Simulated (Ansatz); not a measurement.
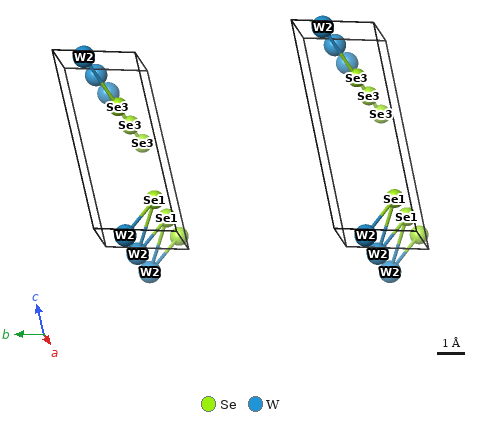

Two geometries of a crystal of WSe2 (a generated structure, set up in R3m), drawn at one scale. One is the start of a relaxation, the other its converged end. Style: ball-and-stick. Shown: the cell of the calculation, repeated 3 × 1 × 1 with one cell outlined, from a free direction.

Theory: DFT, PAW plane waves, PBE in Ansatz. (plane-wave cutoff 420 eV; k-point mesh 6 × 6 × 6; occupations cold; smearing width 0.2744 eV; no spin polarisation; cell and atoms relaxed; at most 40 steps)

Q: Which one is relaxed?

A: The right one is the relaxed one. The largest moves relative to the cell, 0.25 Å, are those of Se1 and Se3. Se3 goes along [1 −1 3]. W stays in place. The volume changes by +15.9 %, with a = b 3.343 → 3.320 Å (−0.7 %), c 6.843 → 7.947 Å (+16.1 %), α 75.9° → 77.9°, β 104.1° → 102.1°. Near-neighbour distances that change, for instance: Se1–W2 2.529 → 2.548 Å. The space group stays R3m (No. 160). Over 11 accepted moves (14 points after the start) the energy falls by 17.1 meV per atom. Largest force component: 0.54 eV/Å at the start, 0.0061 eV/Å at the end. Pressure: 2.34 GPa at the start and −0.01 GPa at the end. The line search rejected the trial step at point 1 of the run. The SCF was repeated twice at an unchanged geometry on a basis and grid sized afresh for the cell, which shifted the energy by 0.7 meV per atom at most. The run took about 2.2 core-minutes on a shared host.
